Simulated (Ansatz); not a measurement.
Consider Al$_{3}$Cu.

```xyz
4
Lattice="-3.7134 0.0000 0.0000 0.0000 0.0000 -3.8549 0.0000 -3.9964 0.0000" Properties=species:S:1:pos:R:3 pbc="T T T"
Al    0.0000   -1.9982   -1.9274
Al   -1.8567    0.0000   -1.9274
Al   -1.8567   -1.9982    0.0000
Cu    0.0000    0.0000    0.0000
```

Space group Pmmm; a point of a scan over the structure, not its minimum; a structure from a database of computed crystals, not necessarily the ambient phase; changed on purpose from its base cell (strain +e along x and -e along y -0.0367, strain +e along z and -e/2 along x and y +0.0000); computed without spin polarisation; PAW files of the earlier set (soft_1).

Computed with DFT LDA, scalar-relativistic, plane waves, PAW in Ansatz 0.2.0.

Predict the valence pseudo-density and electron localisation function between the atoms.

Answer. Al–Cu (2.78 Å): ρ at the midpoint is about 0.22 e/Å³; the ELF is about 0.40 at the midpoint.

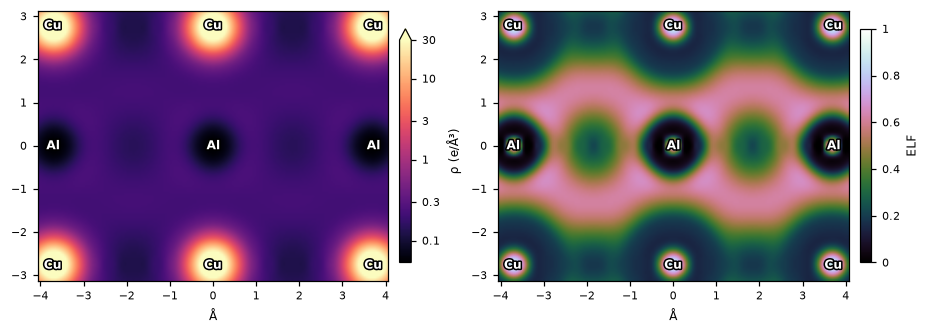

Computed valence pseudo-density and electron localisation function on the (011̄) plane of the conventional cell, in this order. 

In a PAW calculation such maps are meaningful between the atoms, not at the nuclei.
